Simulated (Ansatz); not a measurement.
## Run report: TiAl, geometry relaxation (part 2 of 2)

The same run, continued: TiAl (P4/mmm, 2 atoms in the cell); DFT PBEsol, scalar-relativistic, plane waves, PAW, no spin polarisation (Ansatz 0.2.0); cutoff 420 eV, 14×14×10 k-mesh, Gaussian smearing of 0.1 eV. The structure derives from an entry of the Crystallography Open Database.

Geometry of the input (Å; fractional positions):
```
2.8373  0.0000  0.0000
0.0000  2.8373  0.0000
0.0000  0.0000  4.0591
Ti 0.0000  0.0000  0.0000
Al 0.5000  0.5000  0.5000
```

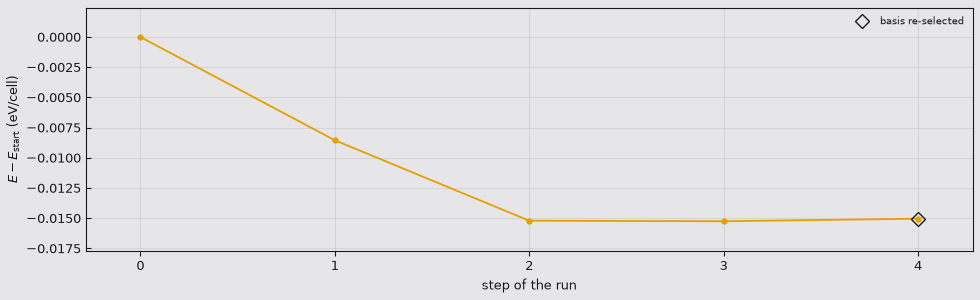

*Progress of the relaxation, step by step (the first geometry is step 0 here and step 1 in the log).*

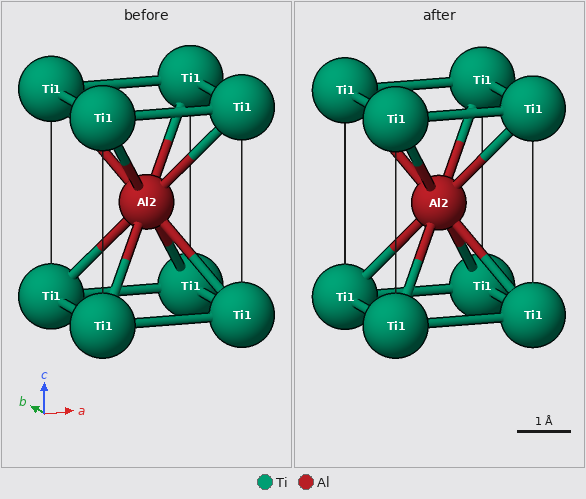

*Before (left) and after (right) the relaxation, at one scale (ball-and-stick view of the cell of the calculation, seen slightly off an axis).*

The atoms keep their places relative to the cell (all moves are under 0.005 Å). Cell: a = b 2.837 → 2.795 Å (−1.5 %), c 4.059 → 4.039 Å (−0.5 %). Volume −3.4 %. Among the contacts that change: Ti1–Ti1 2.837 → 2.795 Å, Al2–Al2 2.837 → 2.795 Å, Ti1–Al2 2.854 → 2.826 Å. The space group stays P4/mmm (No. 123). After 3 geometry steps the energy has fallen by 15.2 meV per cell of the calculation. All forces vanish by symmetry, so only the cell relaxes. Pressure: −3.96 GPa at the start and −0.02 GPa at the end. A last SCF at the same geometry on a re-selected plane-wave basis shifts the energy by +0.2 meV per cell of the calculation. (Atoms are counted from 1 in the order of the input.)

```
basis re-selected at this cell: Δ(F+E_penalty+E_count) = +2.088e-4 eV, ΔP = -0.013 GPa vs the last step (what re-selecting the basis moved, of the pressure what is left beyond the Pulay correction that the steps carried, after the strain that the cell walked since its last selection, with what the two solves' SCF thresholds leave and, on support functions, any second-order correction that the steps lacked; it is no measure of the basis error at this ecutwfc). The dense FFT grid was sized anew with the basis: this SCF ran on 20×20×27 points, the steps before it on 20×20×30, so part of this shift can come from that change (see relax.cell in the input reference). This SCF's stress stands 4.15e-2 GPa from its target on what of the cell is left free (relax.cell.stress_tol is 5.00e-2 GPa) and its largest allowed force component is 2.47e-31 eV/Å (relax.f_tol is 5.00e-3 eV/Å): within both
SCF converged after 6 iterations
Free energy (F): -2999.270202 eV
Harris-Foulkes:  -2999.270202 eV  (|F-HF|=4.55e-13)
Internal energy: -2999.261878 eV  (E = F + TS)
E sigma→0 (E₀):  -2999.266040 eV
Entropy (-TS):   -0.008324 eV (-4.162 meV/atom)
Fermi energy:    11.251354 eV
--- Per-component energies (eV) ---
  E_band       = -159.228135
  E_kinetic    = 297.392857
  E_local      = -1064.871409  (includes V_loc(G=0)·N_el)
  E_nonlocal   = 20.564747
  E_hartree    = 457.242043
  E_xc         = -136.991804
  E_vxc        = -151.819769  (∫ρ·V_xc dr)
  E_paw        = -1477.926517  (= ΣΔE_a)
  E_vpaw       = -174.978762  (= ΣTr[D̂ρ^β])
  E_aug_tail   = 0.000116  (compensation charges beyond the density's cutoff)
  E_ewald      = -1094.830433
  E_core_change = 0.158523  (= ΣΔE_core)
  E_smearing   = -0.008324  (= −TS)
  E_closure    = 0.000000  (closes the sum)
  Σ components = -2999.270202   (vs F -2999.270202, Δ=0.00e0)
--- Forces (eV/Å), atoms counted from 1 ---
  atom   1  Ti     0.00000000    -0.00000000     0.00000000
  atom   2  Al     0.00000000     0.00000000     0.00000000
  max |Σ_I F_I| component: 4.93e-31 eV/Å
--- Stress (GPa, compression-positive) ---
       -0.041525      -0.000000       0.000000
       -0.000000      -0.041525       0.000000
        0.000000       0.000000       0.035037
  P = ⅓ Tr σ = -0.0160 GPa (-0.160 kbar)
--- Band table (eV; the first three rows and the last of 216) ---
  k-point 0: bands = ["-45.0571", "-21.5653", "-21.1011", "-21.1011", "2.0960", "9.3047", "10.3696", "10.9021", "13.4882", "13.4882", "14.6589", "17.6095"]
  k-point 1: bands = ["-45.0570", "-21.5672", "-21.1010", "-21.1010", "2.1901", "8.9007", "10.3855", "11.0975", "13.4498", "13.4498", "14.6603", "17.9079"]
  k-point 2: bands = ["-45.0568", "-21.5722", "-21.1009", "-21.1009", "2.4636", "8.0515", "10.4278", "11.4077", "13.3536", "13.3536", "14.6638", "18.6798"]
  k-point 215: bands = ["-44.9252", "-21.5544", "-21.5544", "-21.4513", "8.6277", "8.9320", "8.9320", "13.1952", "13.4446", "13.9488", "15.5274", "15.5274"]
--- Relaxed structure (4 steps of the walk, 4 accepted, 1 SCFs on fresh bases) ---
  F+E_penalty+E_count = -2999.27020171 eV   max|allowed force component| = 2.465e-31 eV/Å   (the final SCF, on the basis selected at the relaxed cell)
  cell:  # Å, volume = 31.5543 Å³
    - [2.79515859849481, 3.4184480453416355e-34, 0.0]
    - [6.836896090683271e-34, 2.7951585984948104, 0.0]
    - [0.0, 0.0, 4.038740475016784]
  atoms:
    - { symbol: Ti, position: [-3.3939483741360377e-35, -4.109859359305358e-36, 0.0] }
    - { symbol: Al, position: [0.49999999999999994, 0.49999999999999994, 0.49999999999999994] }
```

## Trajectory as extended XYZ (Å, eV, eV/Å), 5 frames, from step=1 to step=5
```
2
Lattice="2.8373 0.0000 0.0000 0.0000 2.8373 0.0000 0.0000 0.0000 4.0591" Properties=species:S:1:pos:R:3:forces:R:3 step=1 energy=-2999.25516 pressure_GPa=-3.96
Ti    0.0000    0.0000    0.0000    0.0000   0.0000   0.0000
Al    1.4186    1.4186    2.0295    0.0000   0.0000   0.0000
2
Lattice="2.7738 0.0000 0.0000 0.0000 2.7738 0.0000 0.0000 0.0000 4.0045" Properties=species:S:1:pos:R:3:forces:R:3 step=2 energy=-2999.26371 pressure_GPa=3.02
Ti    0.0000    0.0000    0.0000    0.0000   0.0000   0.0000
Al    1.3869    1.3869    2.0023    0.0000   0.0000   0.0000
2
Lattice="2.7974 0.0000 0.0000 0.0000 2.7974 0.0000 0.0000 0.0000 4.0364" Properties=species:S:1:pos:R:3:forces:R:3 step=3 energy=-2999.27036 pressure_GPa=-0.13
Ti    0.0000    0.0000    0.0000    0.0000   0.0000   0.0000
Al    1.3987    1.3987    2.0182    0.0000   0.0000   0.0000
2
Lattice="2.7952 0.0000 0.0000 0.0000 2.7952 0.0000 0.0000 0.0000 4.0387" Properties=species:S:1:pos:R:3:forces:R:3 step=4 energy=-2999.27041 pressure_GPa=-0.00
Ti    0.0000    0.0000    0.0000    0.0000   0.0000   0.0000
Al    1.3976    1.3976    2.0194    0.0000   0.0000   0.0000
2
Lattice="2.7952 0.0000 0.0000 0.0000 2.7952 0.0000 0.0000 0.0000 4.0387" Properties=species:S:1:pos:R:3:forces:R:3 step=5 energy=-2999.27020 pressure_GPa=-0.02
Ti    0.0000    0.0000    0.0000    0.0000   0.0000   0.0000
Al    1.3976    1.3976    2.0194    0.0000   0.0000   0.0000
```

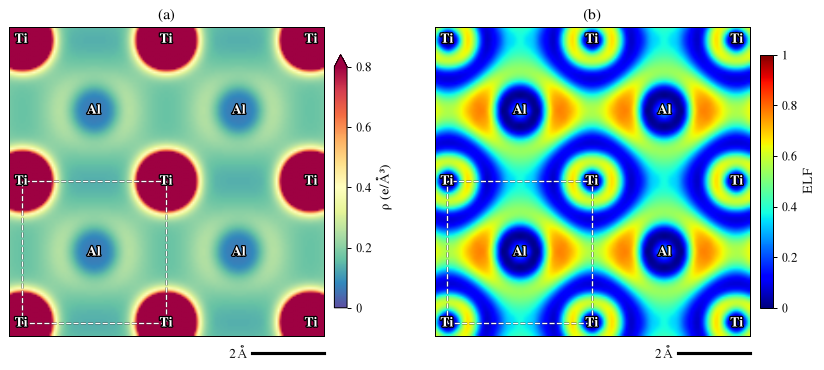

*(a) valence electron density; (b) ELF on the (11̄0) plane of the conventional cell.*

Atoms in the plane: Ti and Al. Away from the nuclei the density in this plane falls to 0.14 e/Å³ at its lowest. The strong features right at Ti lie inside the PAW spheres (semicore, d or f shells) and say nothing about bonding. Core electrons are frozen (PAW), so the fields are smoothed inside the atomic spheres.

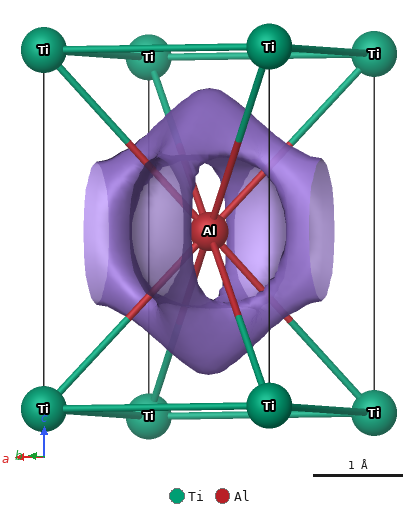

*Isosurface of the electron localisation function at 0.65 (purple), seen at an oblique angle. Only the valence region is drawn (cores and ρ < 0.01 e/Å³ removed). Sticks mark near contacts. The outline is the cell set on symmetry axes.*

Values along the shortest contacts: Ti–Ti (2.80 Å): the ELF is about 0.30 at the midpoint (no shared electron pair). Al–Al (2.80 Å): the ELF peaks at about 0.70 between the atoms.

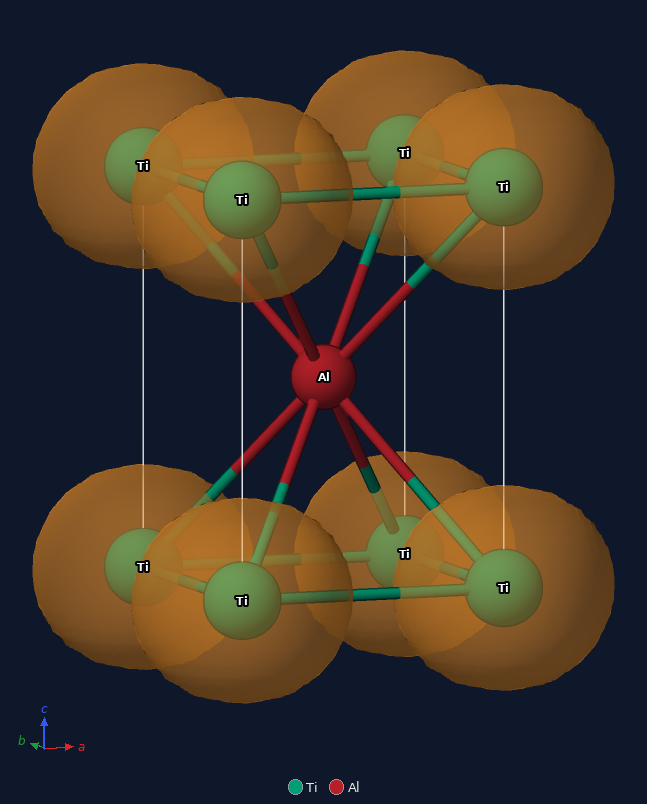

*Isosurface of the valence pseudo-density at 0.3 e/Å³ (orange), seen slightly off an axis. Sticks mark near contacts. The outline is the cell set on symmetry axes.*

At this value the density breaks into separate islands; it holds about 65 % of the electrons treated as valence (semicore included). It is pinched off along the Ti–Ti (2.80 Å), Al–Al (2.80 Å) and Ti–Al (2.83 Å) contacts. On the grid the lowest density along these lines, outside the cores, is 0.24 e/Å³ (Ti–Ti, 2.80 Å), 0.23 e/Å³ (Al–Al, 2.80 Å) and 0.21 e/Å³ (Ti–Al, 2.83 Å).
